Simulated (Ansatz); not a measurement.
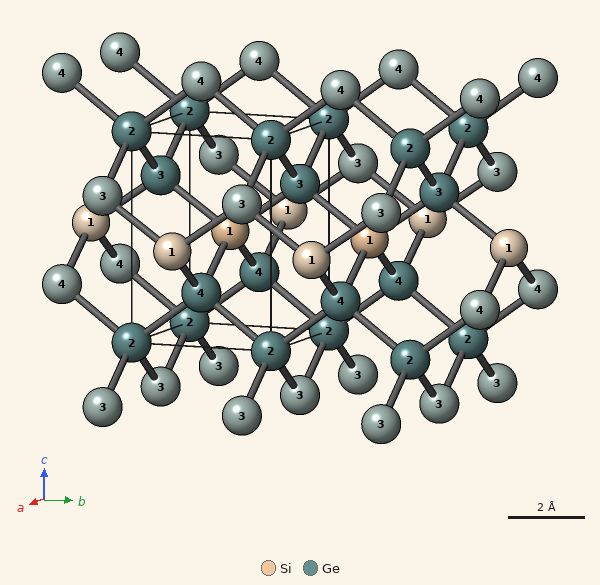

Figure 1. The structure (ball-and-stick view of the cell of the calculation, repeated 1 × 2 × 1, seen slightly off an axis; neighbours outside the cell are drawn fainter; atoms are numbered from 1 in the order of the input). An atom can appear more than once, as a periodic image. Near neighbours in the periodic cell (some may lie outside the picture): Si has 4 Ge at 2.44 Å; Ge has 4 Ge at 2.48 Å; Ge has 2 Ge at 2.48 Å and 2 Si at 2.44 Å.

**Ge3Si: band-structure calculation**

Ge3Si (P-4m2, 4 atoms in the cell), computed with DFT LDA, scalar-relativistic, plane waves, PAW, no spin polarisation (Ansatz 0.2.0).

The structure was made by a generator, so it may or may not be a known phase. Figures and captions count atoms from 1; the log counts them from 0 in places.

## The input
```yaml
crystal:
  lattice:
    - [4.0126314324, 0.0, 0.0]
    - [0.0, 4.0126314324, 0.0]
    - [0.0, 0.0, 5.6797824734]
  atoms:
    - { symbol: Si, position: [0.5, 0.5, 0.5] }
    - { symbol: Ge, position: [0.0, 0.0, 0.0] }
    - { symbol: Ge, position: [0.5, 0.0, 0.743543941] }
    - { symbol: Ge, position: [0.0, 0.5, 0.256456059] }
basis:
  ecutwfc: 420
kpoints:
  mp_grid: { grid: [10, 10, 6] }
  band_path:
    path:
      - [[0.0, 0.0, 0.0], [0.0, 0.5, 0.0], [0.5, 0.5, 0.0], [0.0, 0.0, 0.0], [0.0, 0.0, 0.5], [0.0, 0.5, 0.5], [0.5, 0.5, 0.5], [0.0, 0.0, 0.5]]
      - [[0.0, 0.5, 0.0], [0.0, 0.5, 0.5]]
      - [[0.5, 0.5, 0.0], [0.5, 0.5, 0.5]]
    npoints: 14
hamiltonian:
  xc: lda
scf:
  occupations: { method: gaussian, width: 0.01 }
  n_extra_bands: 10
output:
  forces: true
  stress: true
  eigenvalues: true
  populations: true
  dos: { projected: true, de: 0.02, nscf_kmesh: { grid: [12, 12, 8] } }
  bader: true
  write_density: true
  write_potential: true
  elf: true
  volumetric_format: npy
```

Hardware: 1 thread of Intel Xeon @ 2.50GHz (Skylake/Cascade Lake), 189 GiB of memory available, shared host.

Command:
```bash
ansatz run input.yaml --threads 1 --pin off --max-ram 2560MiB --backend cpu --events-out ev --progress --plain --runs-dir out
```

## What the program printed
```
scf.n_extra_bands = 10 over 23 filled bands (N_el = 46.0): the run solves 33 bands
Engine: ansatz 0.2.0, x86_64-unknown-linux-gnu
Pseudopotentials: kind: paw
Pseudopotential: Si, paw, valence charge 4, recommended cutoff 420 eV (normal), Si.paw.azcp
Pseudopotential: Ge, paw, valence charge 14, recommended cutoff 420 eV (normal), Ge.paw.azcp
Functional definition: SPW92
  exchange = slater_x
  correlation = pw_c
Crystal: 4 atoms, lattice volume = 91.451 Å³
Basis set: ecut = 420 eV, 1803 PW (Γ)
Bands: 33, of which v1, the nominal top of the filled ones, is band 23 counted from 1 (22 counted from 0)
Symmetry: 8 space group operations
Space group: P-4m2 (ITA 115), of the structure as read, at distance tolerance 4.5e-5 Å
k-points: 84 of 600 (time reversal used)
Non-local potential: Si, projectors of the file, l = 0: 2, l = 1: 2, l = 2: 2
Non-local potential: Ge, projectors of the file, l = 0: 2, l = 1: 2, l = 2: 3, l = 3: 1
PAW form: soft (Blöchl's): semilocal exchange-correlation on the pseudo side does not see the compensation charge
PAW frozen core: Si, regenerated for the run's functional, and the local potential with it (the file was generated under x = pbe(κ = 0.804, μ = 0.2195149727645171), c = pbe(β = 0.06672455060314922))
PAW frozen core: Ge, regenerated for the run's functional, and the local potential with it (the file was generated under x = pbe(κ = 0.804, μ = 0.2195149727645171), c = pbe(β = 0.06672455060314922))
PAW one-centre angular grid: Si, 110 points (default); XC on 64 Gauss nodes
PAW one-centre angular grid: Ge, 590 points (default); XC on 64 Gauss nodes
Initial density: superposition of atomic densities (neutral atoms: chi_scale 0, normalization atom), corrected by the library's trained network
Initial wavefunctions: pseudopotential atomic-orbital guess
Functional: x = slater, c = lda
SCF iter   1: F=—  HF=-13255.699545 eV  |F-HF|=—  |Δ(HF+E_count)|=         —  Δρ=5.02e-3  dr2=1.59e-2  ethr=1.77e-3  ⟨swp⟩=6.2  Hψ=12528  notcnv=0  defer=2
preconditioner: auto → Resta (q_TF=auto, 2.433 Å⁻¹)  ε∞=2.3  [insulator: Δε(μ)=0.012 eV  Ē_g=22.862 eV  σ=0.010 eV  W_gap=0.59  n_scr=20 (ndim 8)  ℏωp=26.3 eV  f_vac=0.039  D(μ)=0.54/eV (n_scr^D=0)  ε∞_Penn≈2.3]
SCF iter   2: F=—  HF=-13255.694836 eV  |F-HF|=—  |Δ(HF+E_count)|=   4.71e-3  Δρ=2.81e-3  dr2=3.44e-3  ethr=3.46e-5  ⟨swp⟩=2.2  Hψ=4041  notcnv=0  defer=295
SCF iter   3: F=—  HF=-13255.694649 eV  |F-HF|=—  |Δ(HF+E_count)|=   1.87e-4  Δρ=6.85e-4  dr2=5.32e-4  ethr=7.49e-6  ⟨swp⟩=2.0  Hψ=4952  notcnv=0  defer=296
SCF iter   4: F=—  HF=-13255.694307 eV  |F-HF|=—  |Δ(HF+E_count)|=   3.42e-4  Δρ=2.11e-4  dr2=4.39e-5  ethr=1.16e-6  ⟨swp⟩=2.0  Hψ=4952  notcnv=0  defer=296
SCF iter   5: F=—  HF=-13255.694311 eV  |F-HF|=—  |Δ(HF+E_count)|=   3.67e-6  Δρ=4.27e-5  dr2=2.44e-6  ethr=9.55e-8  ⟨swp⟩=2.1  Hψ=3987  notcnv=0  defer=296
SCF iter   6: F=—  HF=-13255.694312 eV  |F-HF|=—  |Δ(HF+E_count)|=   8.02e-7  Δρ=1.42e-5  dr2=1.64e-7  ethr=5.31e-9  ⟨swp⟩=3.0  Hψ=4616  notcnv=0  defer=296
SCF iter   7: F=-13255.694312 eV  HF=-13255.694312 eV  |F-HF|=7.19e-8  |Δ(HF+E_count)|=   7.82e-8  Δρ=5.49e-6  dr2=2.94e-8  ethr=2.17e-10  ⟨swp⟩=12.9  Hψ=19557  notcnv=0
SCF 1 converged in 7 iterations: F = -13255.694312 eV  dr2 = 2.94e-8
  greatest PAW one-centre occupation: 0.998 electrons in one spin orbital (limit 2), on the Ge atom at site 1 (counted from 0), in its partial waves of l = 2
```

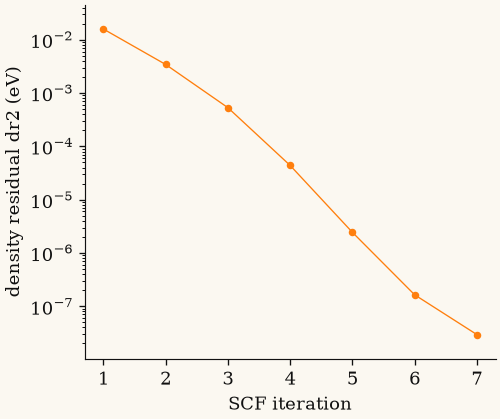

Figure 2. Convergence of the self-consistent field: density residual dr2 against the SCF iteration. The residual falls at every step.

```
NSCF: frozen V_eff on 129 k-points
NSCF: frozen V_eff on 140 k-points
SCF converged after 7 iterations
Free energy (F): -13255.694312 eV
Harris-Foulkes:  -13255.694312 eV  (|F-HF|=7.19e-8)
Internal energy: -13255.694298 eV  (E = F + TS)
E sigma→0 (E₀):  -13255.694305 eV
Entropy (-TS):   -0.000014 eV (-0.004 meV/atom)
Fermi energy:    7.291845 eV
--- Per-component energies (eV) ---
  E_band       = -490.038500
  E_kinetic    = 373.996394
  E_local      = -7918.525536  (includes V_loc(G=0)·N_el)
  E_nonlocal   = 1291.067077
  E_hartree    = 3479.267853
  E_xc         = -279.467431
  E_vxc        = -241.309136  (∫ρ·V_xc dr)
  E_paw        = -6309.873671  (= ΣΔE_a)
  E_vpaw       = -953.807018  (= ΣTr[D̂ρ^β])
  E_aug_tail   = 0.000942  (compensation charges beyond the density's cutoff)
  E_ewald      = -3897.969236
  E_core_change = 5.809309  (= ΣΔE_core)
  E_smearing   = -0.000014  (= −TS)
  E_closure    = 0.000000  (closes the sum)
  Σ components = -13255.694312   (vs F -13255.694312, Δ=0.00e0)
--- Forces (eV/Å), atoms counted from 1 ---
  atom   1  Si    -0.00000000     0.00000000     0.00000000
  atom   2  Ge    -0.00000000     0.00000000     0.00000000
  atom   3  Ge     0.00000000     0.00000000     0.06711427
  atom   4  Ge     0.00000000     0.00000000    -0.06711427
  max |Σ_I F_I| component: 4.16e-17 eV/Å
--- Stress (GPa, compression-positive) ---
       -4.265173       0.000000      -0.000000
        0.000000      -4.265173       0.000000
       -0.000000       0.000000      -4.373802
  P = ⅓ Tr σ = -4.3014 GPa (-43.014 kbar)
--- Band table (eV; the first three rows and the last of 84) ---
  k-point 0: bands = ["-17.4836", "-17.4836", "-17.4396", "-17.4249", "-17.3971", "-17.3236", "-17.3220", "-17.3220", "-17.3208", "-17.3034", "-17.2525", "-17.2458", "-17.2409", "-17.2048", "-17.2048", "-5.0687", "-1.4843", "-1.0418", "4.3652", "4.3652", "7.2074", "7.2821", "7.2821", "7.4888", "7.9442", "8.0939", "9.7647", "9.7647", "9.8262", "13.6949", "15.9984", "16.1852", "16.3914"]
  k-point 1: bands = ["-17.4836", "-17.4836", "-17.4397", "-17.4249", "-17.3969", "-17.3240", "-17.3216", "-17.3216", "-17.3202", "-17.3040", "-17.2521", "-17.2459", "-17.2408", "-17.2052", "-17.2052", "-4.9590", "-2.3911", "0.0035", "4.4760", "4.4760", "5.8267", "6.8464", "6.8464", "7.7619", "8.4507", "8.9239", "9.5195", "10.3377", "10.3377", "14.2601", "15.0644", "15.6509", "15.6509"]
  k-point 2: bands = ["-17.4837", "-17.4837", "-17.4399", "-17.4248", "-17.3964", "-17.3242", "-17.3208", "-17.3208", "-17.3198", "-17.3051", "-17.2515", "-17.2460", "-17.2408", "-17.2059", "-17.2059", "-4.6340", "-3.3167", "1.3355", "4.3217", "4.8007", "4.8007", "6.0814", "6.0814", "7.8647", "8.8049", "9.2706", "10.0449", "11.5088", "11.5088", "13.8664", "14.3058", "14.3058", "15.5462"]
  k-point 83: bands = ["-17.4944", "-17.4603", "-17.4603", "-17.3952", "-17.3667", "-17.3265", "-17.3115", "-17.3115", "-17.3113", "-17.3034", "-17.3034", "-17.2703", "-17.2228", "-17.2228", "-17.1923", "-1.3980", "-1.3980", "-1.2859", "-0.5441", "3.4891", "3.5514", "3.5611", "3.5611", "11.3519", "11.3519", "11.5105", "11.6542", "11.7993", "11.7993", "11.8046", "11.9865", "16.8493", "17.8834"]
--- Löwdin populations: 4 sites ---
  site symbol       q [e]
     0     Si      3.8770
     1     Ge     13.9778
     2     Ge     14.0275
     3     Ge     14.0275
  spilling = 0.001963 (of n_electrons = 46.000000)
--- Bader charges: 4 sites ---
  site symbol  charge [e]  shift [e]
     0     Si      0.2603     0.0025
     1     Ge      0.0017     0.0001
     2     Ge     -0.1310     0.0013
     3     Ge     -0.1310     0.0013
  estimated error of the sums over rays = 2.1e-4 e
```

## File bader_charges.tsv
```
# site	symbol	x_ang	y_ang	z_ang	partial_charge_e	electrons	volume_ang3	relative_density_drop	shared_charge_e	partial_wave_shift_e
# quadrature_error_electrons = 2.1e-4
0	Si	2.0063	2.0063	2.8399	0.26030	13.73970	20.80	-	0.26030	0.00250
1	Ge	0.0000	0.0000	0.0000	0.00170	31.99830	23.23	-	0.00170	0.00009
2	Ge	2.0063	0.0000	4.2232	-0.13100	32.13100	23.71	-	-0.13100	0.00130
3	Ge	0.0000	2.0063	1.4566	-0.13100	32.13100	23.71	-	-0.13100	0.00130
```

## File populations.tsv
```
# site	symbol	l	j	q
# orbitals = lowdin
# n_electrons = 46.000000
# spilling = 0.001963
0	Si	0_3S	-	1.245383
0	Si	1_3P	-	2.631632
1	Ge	0_4S	-	1.357129
1	Ge	1_4P	-	2.623948
1	Ge	2_3D	-	9.996697
2	Ge	0_4S	-	1.346597
2	Ge	1_4P	-	2.684560
2	Ge	2_3D	-	9.996297
3	Ge	0_4S	-	1.346597
3	Ge	1_4P	-	2.684560
3	Ge	2_3D	-	9.996297
```

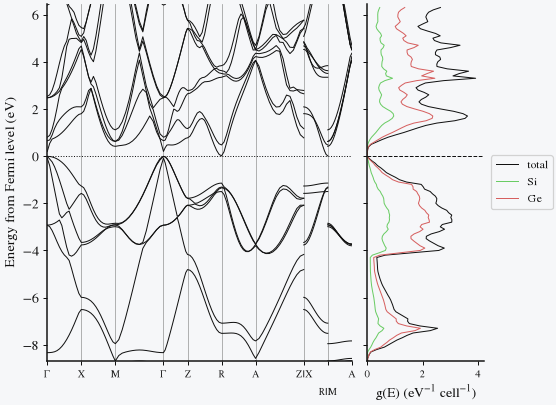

Figure 3. Band structure along Γ–X–M–Γ–Z–R–A–Z|X–R|M–A and density of states (projected on Löwdin-orthogonalised atomic shells), with energies from the Fermi level.

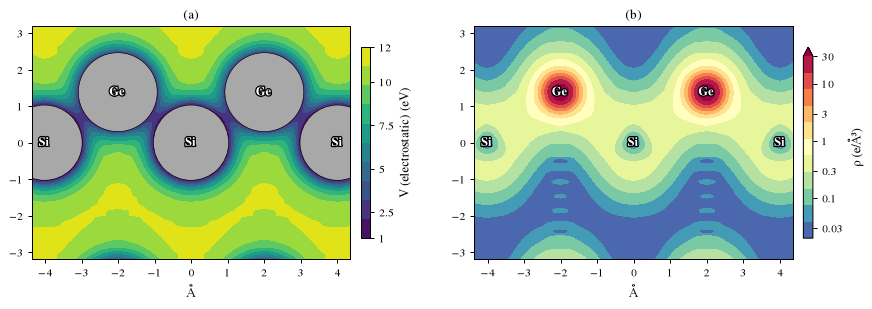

Figure 4. (a) electrostatic potential energy of an electron; (b) valence charge density (pseudo) on the (100) plane of the conventional cell. Grey discs, where drawn, cover atomic cores. Si–Ge (2.44 Å): the density is about 0.51 e/Å³ at the midpoint. The density dies away to nearly zero in the voids. Outside the cores the potential energy rises away from the atoms and is highest about 2.5 Å from the nearest atoms; outside the discs it spans about 10 eV, and its zero is arbitrary. Core electrons are frozen (PAW), so the fields are smoothed inside the atomic spheres.

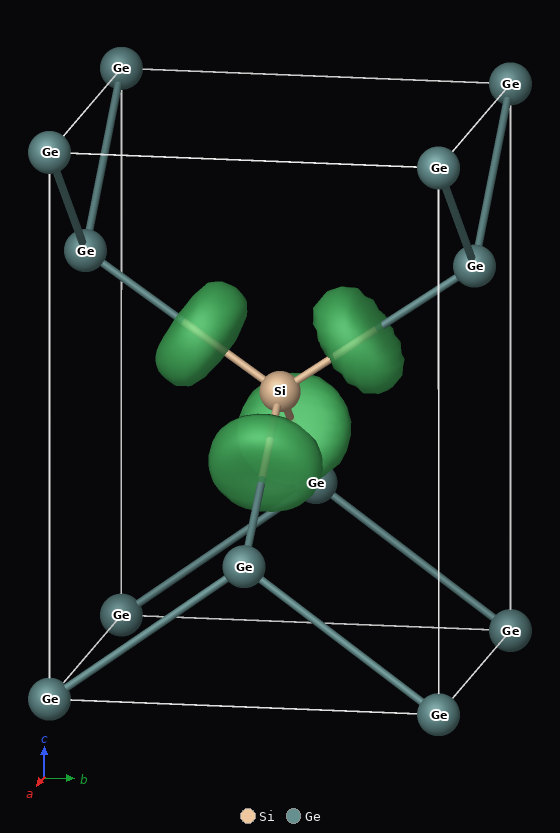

Figure 5. Isosurface of the ELF at 0.8 (green), seen slightly off an axis. Only the valence region is drawn (cores and ρ < 0.01 e/Å³ removed). Sticks mark near contacts. The outline is the cell set on symmetry axes. Values along the shortest contacts: Si–Ge (2.44 Å): the ELF peaks at about 0.90 between the atoms (a covalent bond).

## Results in brief

```csv
quantity,value
outcome,converged
space group (tolerance 0.01 Å),P-4m2 (115)
electrons treated,46
free energy,−13255.6943 eV
Fermi energy,7.292 eV
gap on the k-point mesh,0.02 eV
gap on the band path,0.02 eV
pressure,−4.30 GPa
largest force (length of the vector),0.067 eV/Å
wall time,3.4 min
peak memory,0.55 GiB
```
